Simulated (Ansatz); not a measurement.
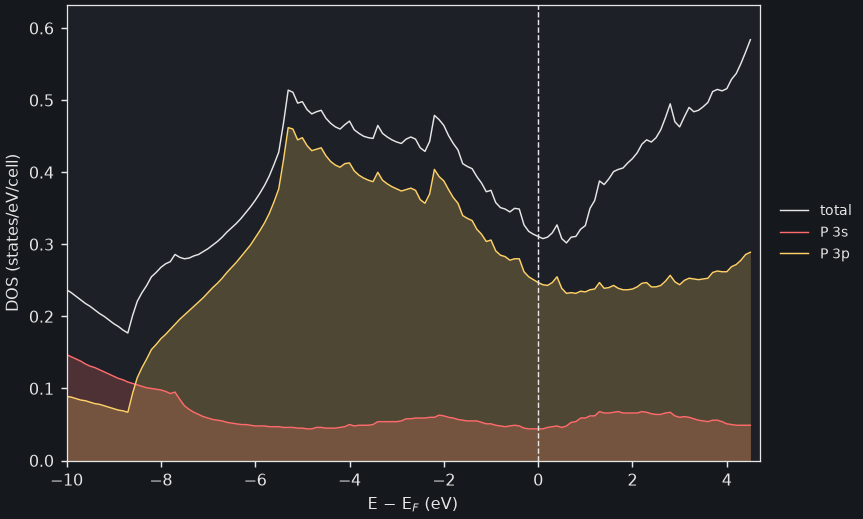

What does this figure show?

Density of states of P, space group Pm-3m (No. 221), 1 atom in the cell. Level of theory: DFT PBE, scalar-relativistic, plane waves, PAW, no spin polarisation, 22×22×22 k mesh, 420 eV cutoff, Gaussian smearing of 0.1 eV; code Ansatz. Energies are counted from the Fermi level. The partial curves are projected on Löwdin-orthogonalised atomic shells; they sum to less than the total at higher energies, where shells without a projector contribute.

It is a metal. The density of states at the Fermi level is about 0.31 per eV and cell (mean within 0.25 eV). By projected weight, the states within 0.3 eV of the Fermi level are P 3p (85 %) and P 3s (15 %).

The structure is an invented one, so it need not be a known or stable phase.
